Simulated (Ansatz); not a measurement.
# Na₂F: geometry relaxation

System: Na₂F (R-3m, 3 atoms in the cell).
Method: DFT, PBE, plane waves, PAW, no spin polarisation (Ansatz 0.2.0).

The structure was built on a prototype by a generator; it need not be a known phase.

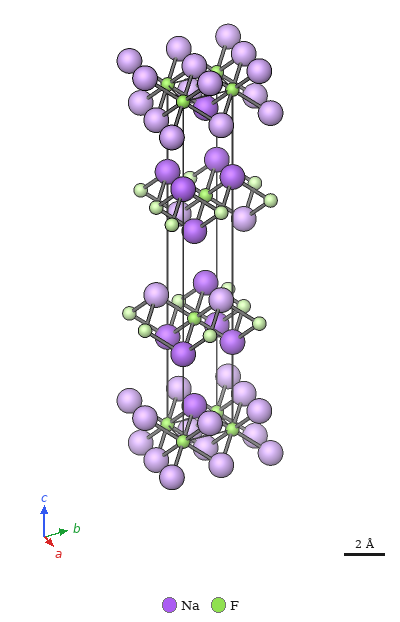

*The starting structure (ball-and-stick view of the cell 3 times as large as that of the calculation, set on its symmetry axes, seen slightly off an axis; neighbours outside the cell are drawn fainter).*

Near neighbours in the crystal (not all of them lie inside the picture): Na has 3 F at 2.40 Å; F has 6 Na at 2.40 Å.

Key numbers

- outcome: converged
- space group (tolerance 0.01 Å): R-3m (166)
- electrons treated: 25
- free energy: −3783.5807 eV
- Fermi energy: 4.028 eV
- gap on the k-point mesh: none (metallic)
- pressure: 0.03 GPa
- final volume: 60.72 Å³
- largest force (length of the vector) at the end: 0.006 eV/Å
- final cell: a = 6.269 Å, b = 6.269 Å, c = 6.269 Å, α = 31.79°, β = 31.79°, γ = 31.79°
- hardware: 1 thread of Intel Xeon (Sapphire Rapids), 192 GiB of memory available, shared host
- wall time: 57 s
- peak memory: 0.78 GiB

Settings chosen away from the usual ones: scf.occupations.method set to fermi_dirac (from gaussian); scf.occupations.width set to 0.15 (from 0.1). The cell holds an odd number of electrons but the run has no spin polarisation, so it comes out as a metal.

The input
```yaml
crystal:
  lattice:
    - [1.7157283445, 0.9905762215, 5.9425748383]
    - [-1.7157283445, 0.9905762215, 5.9425748383]
    - [0.0, -1.9811524431, 5.9425748383]
  atoms:
    - { symbol: Na, position: [0.7428619028, 0.7428619028, 0.7428619028] }
    - { symbol: Na, position: [0.2571380972, 0.2571380972, 0.2571380972] }
    - { symbol: F, position: [0.0, 0.0, 0.0] }
basis:
  ecutwfc: 420
kpoints:
  mp_grid: { grid: [18, 18, 18] }
hamiltonian:
  xc: pbe
scf:
  occupations: { method: fermi_dirac, width: 0.15 }
output:
  forces: true
  eigenvalues: true
  stress: true
relax:
  adjacent_minimum: "off"
  f_tol: 0.01
  max_steps: 80
  cell: { stress_tol: 0.05 }
```

Launch command:
```bash
ansatz run input.yaml --threads 1 --pin off --max-ram 2560MiB --backend cpu --events-out ev --progress --plain --runs-dir out
```

Output
```
basis.fft_grid_basis auto: the FFT boxes are laid along the combinations [[1, 0, -1], [0, 1, -1], [0, 0, 1]] of the cell's own vectors, 3.431, 3.431 and 6.264 Å long. The dense box has 24×24×45 points. Along the cell's own vectors, as sized, it would have 45×45×45, 3.52 times as many. Of the 12 symmetry operations that the crystal satisfies within crystal.symmetry.tolerance (time reversal apart; of a slab, those that keep its plane) the dense box along the cell's own vectors carries 12, and the one as laid loses 8 of those. basis.fft_grid_basis: typed keeps the cell's own vectors: state it where this run's energies or levels are differenced outside the engine with another run's, or held beside a run that keeps those vectors.
Engine: ansatz 0.2.0, x86_64-unknown-linux-gnu
Pseudopotentials: kind: paw
Pseudopotential: Na, paw, valence charge 9, recommended cutoff 420 eV (normal), Na.paw.azcp
Pseudopotential: F, paw, valence charge 7, recommended cutoff 420 eV (normal), F.paw.azcp
Functional definition: PBE
  parameter kappa = 0.804
  parameter beta = 0.06672455060314922
  exchange = pbe_x(kappa = kappa, mu = beta*pi^2/3)
  correlation = pbe_c(beta = beta)
Crystal: 3 atoms, lattice volume = 60.599 Å³
Basis set: ecut = 420 eV, 1189 PW (Γ), FFT grids on a1−a3, a2−a3, a3, exchange–correlation on 48×48×90 points (8 copies of the dense FFT grid, shifted against one another)
Bands: 17, of which v1, the nominal top of the filled ones, is band 13 counted from 1 (12 counted from 0)
Symmetry: 12 space group operations
Space group: R-3m (ITA 166), of the structure as read, at distance tolerance 3.9e-5 Å
k-points: 580 of 5832
Non-local potential: Na, projectors of the file, l = 0: 3, l = 1: 2, l = 2: 1
Non-local potential: F, projectors of the file, l = 0: 2, l = 1: 2, l = 2: 1
PAW form: soft (Blöchl's): semilocal exchange-correlation on the pseudo side does not see the compensation charge
PAW one-centre angular grid: Na, 110 points (default); XC on 64 Gauss nodes
PAW one-centre angular grid: F, 110 points (default); XC on 64 Gauss nodes
Initial density: superposition of atomic densities (neutral atoms: chi_scale 0, normalization atom), corrected by the library's trained network
Initial wavefunctions: pseudopotential atomic-orbital guess
Functional: x = pbe(κ = 0.804, μ = 0.2195149727645171), c = pbe(β = 0.06672455060314922)
SCF iter   1: F=—  HF=-3783.580863 eV  |F-HF|=—  |Δ(HF+E_count)|=         —  Δρ=1.52e-3  dr2=9.90e-4  ethr=1.77e-3  ⟨swp⟩=5.0  Hψ=44953  notcnv=0
preconditioner: auto → LDOS  [metal: Δε(μ)=0.013 eV  Ē_g=10.458 eV  σ=0.150 eV  W_gap=0.02  n_scr=16 (ndim 8)  ℏωp=12.6 eV  f_vac=0.017  D(μ)=0.48/eV (n_scr^D=2)  β→1.0]
SCF iter   2: F=—  HF=-3783.580716 eV  |F-HF|=—  |Δ(HF+E_count)|=   1.47e-4  Δρ=1.34e-3  dr2=6.95e-4  ethr=3.96e-6  ⟨swp⟩=2.0  Hψ=21103  notcnv=0
SCF iter   3: F=—  HF=-3783.580586 eV  |F-HF|=—  |Δ(HF+E_count)|=   1.30e-4  Δρ=6.54e-4  dr2=1.66e-4  ethr=2.78e-6  ⟨swp⟩=2.0  Hψ=12491  notcnv=0
SCF iter   4: F=—  HF=-3783.580568 eV  |F-HF|=—  |Δ(HF+E_count)|=   1.78e-5  Δρ=1.87e-4  dr2=1.48e-5  ethr=6.63e-7  ⟨swp⟩=2.0  Hψ=11600  notcnv=0
SCF iter   5: F=—  HF=-3783.580641 eV  |F-HF|=—  |Δ(HF+E_count)|=   7.29e-5  Δρ=4.20e-5  dr2=1.02e-6  ethr=5.91e-8  ⟨swp⟩=2.0  Hψ=15355  notcnv=0
SCF iter   6: F=-3783.580641 eV  HF=-3783.580641 eV  |F-HF|=4.90e-9  |Δ(HF+E_count)|=   1.14e-7  Δρ=4.81e-6  dr2=1.36e-8  ethr=4.00e-10  ⟨swp⟩=3.0  Hψ=36625  notcnv=0
SCF 1 converged in 6 iterations: F = -3783.580641 eV  dr2 = 1.36e-8
  greatest PAW one-centre occupation: 0.999 electrons in one spin orbital (limit 2), on the Na atom at site 1 (counted from 0), in its partial waves of l = 0
relax step   1: F+E_penalty+E_count = -3783.58064115 eV  Δ(F+E_penalty+E_count) = +0.000e0 eV  max|allowed force component| = 4.886e-3 eV/Å  Δτ_max = 0.0000 Å  P = +0.069 GPa  Ω = 60.599 Å³  (6 SCF iters, dr2 threshold 1.00e-7 eV, accepted)
Crystal: 3 atoms, lattice volume = 60.720 Å³
Initial density: handed on by an earlier stage of this run
Initial wavefunctions: those handed on with the density
iter 1 solved again at ethr=2.55e-7 eV; its pass at ethr=3.10e-3 eV (dr2=6.38e-5 eV) is discarded
SCF iter   1: F=—  HF=-3783.580475 eV  |F-HF|=—  |Δ(HF+E_count)|=         —  Δρ=2.87e-4  dr2=6.61e-5  ethr=2.55e-7  ⟨swp⟩=1.7  Hψ=46212  notcnv=0
preconditioner: auto → LDOS  [metal: Δε(μ)=0.013 eV  Ē_g=10.430 eV  σ=0.150 eV  W_gap=0.02  n_scr=16 (ndim 8)  ℏωp=12.6 eV  f_vac=0.019  D(μ)=0.48/eV (n_scr^D=2)  β→1.0]
SCF iter   2: F=—  HF=-3783.580534 eV  |F-HF|=—  |Δ(HF+E_count)|=   5.89e-5  Δρ=3.29e-4  dr2=4.13e-5  ethr=2.55e-7  ⟨swp⟩=2.0  Hψ=16009  notcnv=0
SCF iter   3: F=—  HF=-3783.580524 eV  |F-HF|=—  |Δ(HF+E_count)|=   9.45e-6  Δρ=9.89e-5  dr2=3.71e-6  ethr=1.65e-7  ⟨swp⟩=2.0  Hψ=12217  notcnv=0
SCF iter   4: F=—  HF=-3783.580520 eV  |F-HF|=—  |Δ(HF+E_count)|=   3.85e-6  Δρ=1.21e-5  dr2=7.45e-8  ethr=1.49e-8  ⟨swp⟩=2.0  Hψ=11770  notcnv=0
SCF iter   5: F=-3783.580520 eV  HF=-3783.580520 eV  |F-HF|=1.63e-10  |Δ(HF+E_count)|=   5.38e-9  Δρ=2.90e-6  dr2=5.45e-9  ethr=4.77e-11  ⟨swp⟩=4.1  Hψ=33397  notcnv=0
SCF 2 converged in 5 iterations: F = -3783.580520 eV  dr2 = 5.45e-9
relax step   2: F+E_penalty+E_count = -3783.58052027 eV  Δ(F+E_penalty+E_count) = +1.209e-4 eV  max|allowed force component| = 6.096e-3 eV/Å  Δτ_max = 0.0011 Å  P = +0.030 GPa  Ω = 60.720 Å³  energy of the carried Pulay correction = -1.455e-4 eV  (5 SCF iters, dr2 threshold 1.19e-8 eV, accepted)
Initial wavefunctions: pseudopotential atomic-orbital guess (no wavefunctions were taken with the density)
iter 1 solved again at ethr=2.26e-8 eV; its pass at ethr=3.10e-3 eV (dr2=5.64e-6 eV) is discarded
SCF iter   1: F=—  HF=-3783.580429 eV  |F-HF|=—  |Δ(HF+E_count)|=         —  Δρ=1.16e-4  dr2=1.87e-7  ethr=2.26e-8  ⟨swp⟩=3.1  Hψ=72981  notcnv=0
preconditioner: auto → LDOS  [metal: Δε(μ)=0.013 eV  Ē_g=10.419 eV  σ=0.150 eV  W_gap=0.02  n_scr=16 (ndim 8)  ℏωp=12.6 eV  f_vac=0.019  D(μ)=0.48/eV (n_scr^D=2)  β→1.0]
SCF iter   2: F=—  HF=-3783.580664 eV  |F-HF|=—  |Δ(HF+E_count)|=   2.36e-4  Δρ=1.05e-5  dr2=3.68e-8  ethr=7.48e-10  ⟨swp⟩=2.0  Hψ=17398  notcnv=0
SCF iter   3: F=—  HF=-3783.580664 eV  |F-HF|=—  |Δ(HF+E_count)|=   6.20e-9  Δρ=9.66e-6  dr2=3.33e-8  ethr=1.47e-10  ⟨swp⟩=2.0  Hψ=15864  notcnv=0
SCF iter   4: F=—  HF=-3783.580664 eV  |F-HF|=—  |Δ(HF+E_count)|=  6.82e-11  Δρ=3.11e-6  dr2=3.39e-9  ethr=1.33e-10  ⟨swp⟩=2.0  Hψ=11599  notcnv=0
SCF iter   5: F=—  HF=-3783.580664 eV  |F-HF|=—  |Δ(HF+E_count)|=  2.31e-10  Δρ=6.78e-7  dr2=1.67e-10  ethr=1.36e-11  ⟨swp⟩=2.0  Hψ=11776  notcnv=0
SCF iter   6: F=-3783.580664 eV  HF=-3783.580664 eV  |F-HF|=3.18e-12  |Δ(HF+E_count)|=  1.59e-11  Δρ=6.64e-8  dr2=1.60e-12  ethr=1.00e-12  ⟨swp⟩=5.2  Hψ=36769  notcnv=0
SCF 3 converged in 6 iterations: F = -3783.580664 eV  dr2 = 1.60e-12
relax step   3: F+E_penalty+E_count = -3783.58066414 eV  Δ(F+E_penalty+E_count) = -1.439e-4 eV  max|allowed force component| = 6.111e-3 eV/Å  Δτ_max = 0.0000 Å  P = +0.035 GPa  Ω = 60.720 Å³  stress off target by 3.68e-2 GPa  SCF on the basis re-selected at this cell (its energy is not comparable with the rows above)  (6 SCF iters)
```

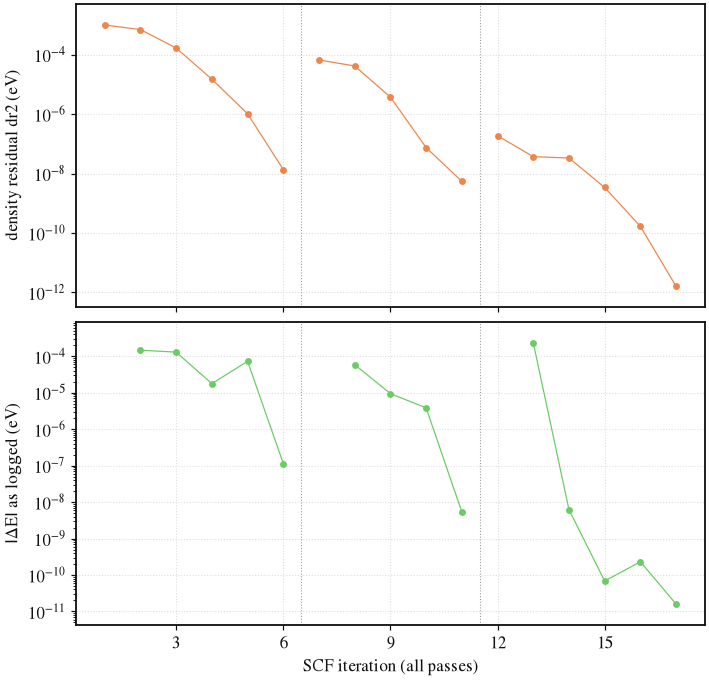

*Convergence of the self-consistent field: density residual dr2 and size of the energy change against the SCF iteration. The dotted lines part the SCF passes of the relaxation: geometry steps, rejected trials and re-solves on a re-selected basis.*

The passes take 6, 5 and 6 iterations.

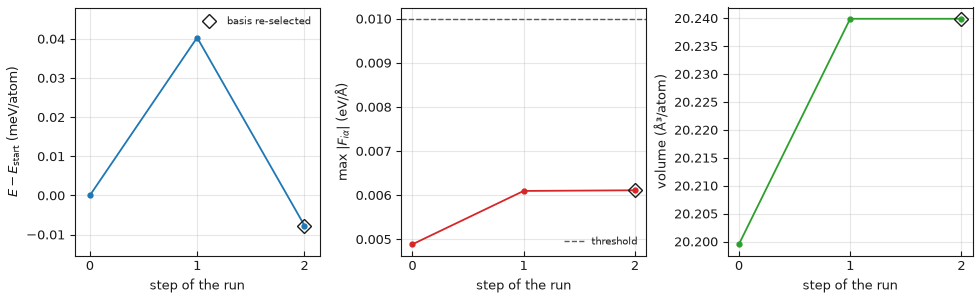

*Progress of the relaxation, step by step (the first geometry is step 0 here and step 1 in the log).*

The energy rises by next to nothing (0.0 meV per atom) in 1 geometry step. The largest force component goes from 0.0049 to 0.0061 eV/Å. The pressure goes from 0.07 to 0.03 GPa. No atom moves by more than 0.005 Å relative to the cell. A last SCF at the same geometry on a re-selected plane-wave basis shifts the energy by next to nothing (0.0 meV per atom).

```
basis re-selected at this cell: Δ(F+E_penalty+E_count) = -1.439e-4 eV, ΔP = +0.005 GPa vs the last step (what re-selecting the basis moved, of the pressure what is left beyond the Pulay correction that the steps carried, after the strain that the cell walked since its last selection, with what the two solves' SCF thresholds leave and, on support functions, any second-order correction that the steps lacked; it is no measure of the basis error at this ecutwfc). This SCF's stress stands 3.68e-2 GPa from its target on what of the cell is left free (relax.cell.stress_tol is 5.00e-2 GPa) and its largest allowed force component is 6.11e-3 eV/Å (relax.f_tol is 1.00e-2 eV/Å): within both
SCF converged after 6 iterations
Free energy (F): -3783.580664 eV
Harris-Foulkes:  -3783.580664 eV  (|F-HF|=3.18e-12)
Internal energy: -3783.544379 eV  (E = F + TS)
E sigma→0 (E₀):  -3783.562522 eV
Entropy (-TS):   -0.036285 eV (-12.095 meV/atom)
Fermi energy:    4.028065 eV
--- Per-component energies (eV) ---
  E_band       = -499.251347
  E_kinetic    = 448.679512
  E_local      = -3532.628596  (includes V_loc(G=0)·N_el)
  E_nonlocal   = 303.578231
  E_hartree    = 1314.921090
  E_xc         = -158.437456
  E_vxc        = -203.298645  (∫ρ·V_xc dr)
  E_paw        = -726.600476  (= ΣΔE_a)
  E_vpaw       = -145.426104  (= ΣTr[D̂ρ^β])
  E_aug_tail   = 0.002107  (compensation charges beyond the density's cutoff)
  E_ewald      = -1433.058791
  E_smearing   = -0.036285  (= −TS)
  E_closure    = 0.000000  (closes the sum)
  Σ components = -3783.580664   (vs F -3783.580664, Δ=0.00e0)
--- Forces (eV/Å), atoms counted from 1 ---
  atom   1  Na    -0.00000000    -0.00000000     0.00611146
  atom   2  Na     0.00000000     0.00000000    -0.00611146
  atom   3  F     -0.00000000    -0.00000000    -0.00000000
  max |Σ_I F_I| component: 1.16e-18 eV/Å
--- Stress (GPa, compression-positive) ---
        0.036842       0.000000      -0.000000
        0.000000       0.036842       0.000000
       -0.000000       0.000000       0.030990
  P = ⅓ Tr σ = 0.0349 GPa (0.349 kbar)
--- Band table (eV; the first three rows and the last of 580) ---
  k-point 0: bands = ["-49.0763", "-49.0712", "-21.2616", "-20.9755", "-20.9755", "-20.9684", "-20.9684", "-20.9517", "-20.2649", "-2.3870", "-1.7496", "-1.7496", "1.4070", "6.6292", "6.7987", "15.2746", "16.4184"]
  k-point 1: bands = ["-49.0762", "-49.0711", "-21.2605", "-20.9777", "-20.9761", "-20.9710", "-20.9688", "-20.9518", "-20.2620", "-2.3780", "-1.7871", "-1.7548", "1.4735", "6.5940", "6.9393", "15.2785", "15.7719"]
  k-point 2: bands = ["-49.0757", "-49.0708", "-21.2576", "-20.9843", "-20.9778", "-20.9775", "-20.9698", "-20.9523", "-20.2539", "-2.3522", "-1.8897", "-1.7700", "1.6669", "6.6068", "7.2384", "14.3615", "14.8797"]
  k-point 579: bands = ["-49.0756", "-49.0719", "-21.2507", "-20.9740", "-20.9740", "-20.9699", "-20.9699", "-20.9692", "-20.2581", "-2.4798", "-1.7495", "-1.7495", "2.2131", "4.0760", "10.4172", "11.5457", "15.8637"]
--- Relaxed structure (2 steps of the walk, 2 accepted, 1 SCFs on fresh bases) ---
  F+E_penalty+E_count = -3783.58066414 eV   max|allowed force component| = 6.111e-3 eV/Å   (the final SCF, on the basis selected at the relaxed cell)
  cell:  # Å, volume = 60.7197 Å³
    - [1.7167502369953909, 0.9911662114439627, 5.947369843197458]
    - [-1.7167502369953909, 0.9911662114439627, 5.947369843197458]
    - [-6.677478241584473e-35, -1.9823324229379649, 5.947369843189119]
  atoms:
    - { symbol: Na, position: [0.7427979991544933, 0.7427979991544933, 0.7427979991544935] }
    - { symbol: Na, position: [0.25720200084550665, 0.25720200084550665, 0.25720200084550665] }
    - { symbol: F, position: [-8.10873477127822e-21, -8.108734771278223e-21, -8.10873477094085e-21] }
```

Trajectory as extended XYZ (Å, eV, eV/Å), 3 frames, from step=1 to step=3
```
3
Lattice="1.7157 0.9906 5.9426 -1.7157 0.9906 5.9426 0.0000 -1.9812 5.9426" Properties=species:S:1:pos:R:3:forces:R:3 step=1 energy=-3783.58064 pressure_GPa=0.07
Na    0.0000    0.0000   13.2435    0.0000   0.0000   0.0049
Na    0.0000    0.0000    4.5842    0.0000   0.0000  -0.0049
F     0.0000    0.0000    0.0000    0.0000   0.0000   0.0000
3
Lattice="1.7167 0.9912 5.9474 -1.7167 0.9912 5.9474 0.0000 -1.9823 5.9474" Properties=species:S:1:pos:R:3:forces:R:3 step=2 energy=-3783.58052 pressure_GPa=0.03
Na    0.0000    0.0000   13.2531    0.0000   0.0000   0.0061
Na    0.0000    0.0000    4.5890    0.0000   0.0000  -0.0061
F     0.0000    0.0000    0.0000    0.0000   0.0000   0.0000
3
Lattice="1.7167 0.9912 5.9474 -1.7167 0.9912 5.9474 0.0000 -1.9823 5.9474" Properties=species:S:1:pos:R:3:forces:R:3 step=3 energy=-3783.58066 pressure_GPa=0.03
Na    0.0000    0.0000   13.2531    0.0000   0.0000   0.0061
Na    0.0000    0.0000    4.5890    0.0000   0.0000  -0.0061
F     0.0000    0.0000    0.0000    0.0000   0.0000   0.0000
```
